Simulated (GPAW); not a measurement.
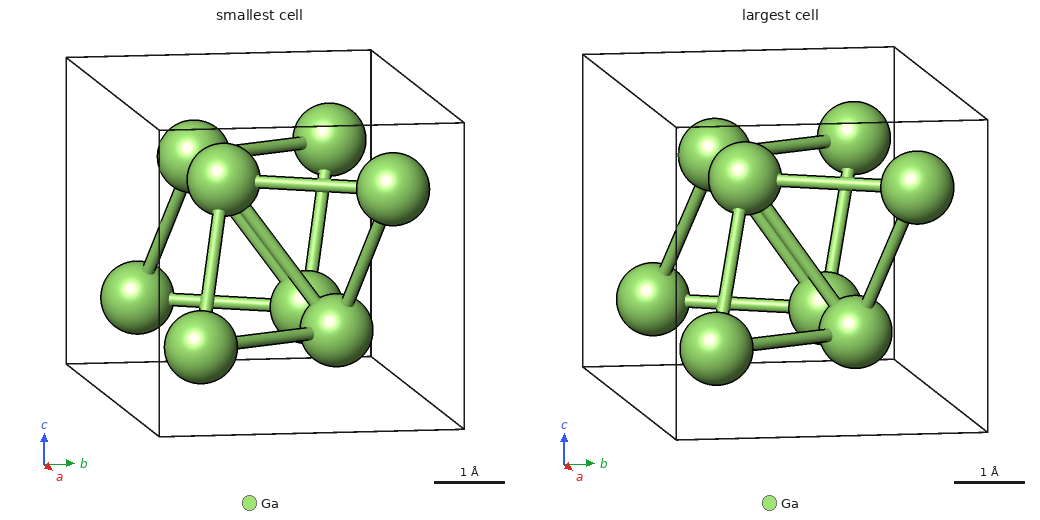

Ga, space group Cmcm (No. 63), relaxed (cell and atoms, zero pressure) with five choices of dispersion term on top of PBEsol; the smallest and the largest of the relaxed conventional cells are drawn to one scale (sticks follow a distance rule). The start was a structure listed in the Materials Project. This isn't the form of Ga at room conditions, which is orthorhombic.

Alike in all runs: GPAW 26.7.0; functional PBEsol; potentials PAW data sets generated in the run's folder for this functional; cutoff 600 eV; k mesh 6 × 6 × 5 on the run's cell of 4 atoms; occupations fermi-dirac, width 0.05 eV; no spin polarisation; no spin-orbit coupling. All runs are metallic.

```tsv
level	volume (Å³/atom)	a (Å)	b (Å)	c (Å)
none	20.00	7.712	4.560	4.551
D4	?	?	?	?
D3	19.61	7.686	4.521	4.514
D3(BJ)-ATM	19.24	7.696	4.474	4.471
D3(BJ)	19.17	7.692	4.466	4.464
```

**Fill in the row of D4.**

Volume 19.26 Å³/atom; a 7.697 Å; b 4.476 Å; c 4.473 Å. That is between D3(BJ)-ATM and D3 in volume.

**Order the levels by the relaxed volume, smallest first.**

D3(BJ) (19.17 Å³/atom), D3(BJ)-ATM (19.24 Å³/atom), D4 (19.26 Å³/atom), D3 (19.61 Å³/atom), none (20.00 Å³/atom). Rows within a few tenths of a per cent can't be told apart.

Caveat: later steps reuse the first step's grids; pairwise dispersion terms can overbind metals strongly.
